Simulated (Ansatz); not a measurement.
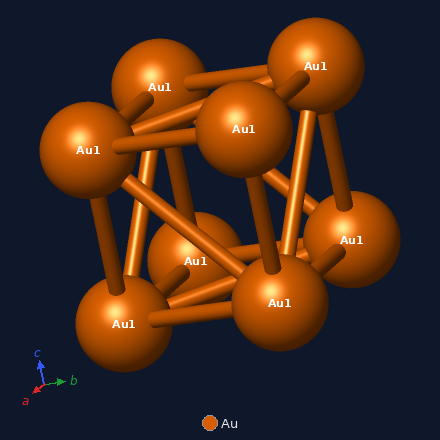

The system is Au (Fm-3m, No. 225; 1 atom in the cell); the picture shows the reference structure. The cell is strained homogeneously, by one strain along x and y and another along z, with fractional coordinates fixed (x, y and z along the cube axes). The first coordinate is: strain along x and y; the second: strain along z. Grid: 5 × 5 points. All energies are given in meV/atom relative to the lowest grid point. The reference cell is the one listed in the database, not relaxed at this level. Computed with Ansatz, DFT PBEsol, scalar-relativistic, plane waves, PAW. Settings: cutoff 420 eV, k-mesh 20×20×20, gaussian smearing 0.15 eV, no spin polarisation.

Its coordinates:

```xyz
1
Lattice="0.0000 2.0455 2.0455 2.0455 0.0000 2.0455 2.0455 2.0455 0.0000" Properties=species:S:1:pos:R:3 pbc="T T T"
Au    0.0000    0.0000    0.0000
```

Range: strain along x and y from −8 to 8 %; strain along z from −8 to 8 %.

> Predict the map.

The lowest grid point is at strain along x and y = 0 %, strain along z = 0 %. The energy also falls towards the edge at strain along x and y = 4 %, strain along z = −8 % (10 meV/atom above the lowest), where a further well may lie outside the range. The highest grid point, strain along x and y = −8 %, strain along z = −8 %, lies 751 meV/atom above the lowest.

| strain along z ↓, strain along x and y → | −8 | −4 | 0 | 4 | 8 |
| --- | --- | --- | --- | --- | --- |
| 8 | 135 | 20 | 62 | 197 | 384 |
| 4 | 196 | 22 | 19 | 120 | 286 |
| 0 | 309 | 61 | 0 | 60 | 196 |
| −4 | 489 | 146 | 14 | 21 | 119 |
| −8 | 751 | 289 | 69 | 10 | 59 |

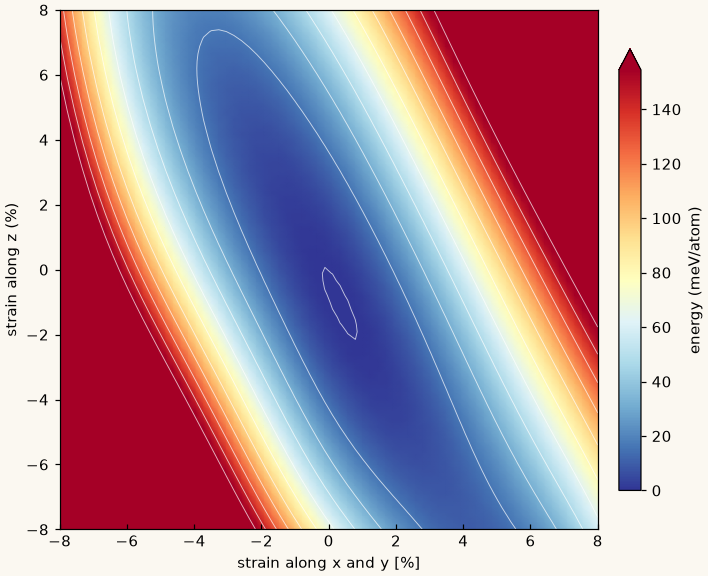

The picture shows a smooth colour map with a few white contour lines, one colour for all values above the top of the scale. Between grid points the surface is interpolated.
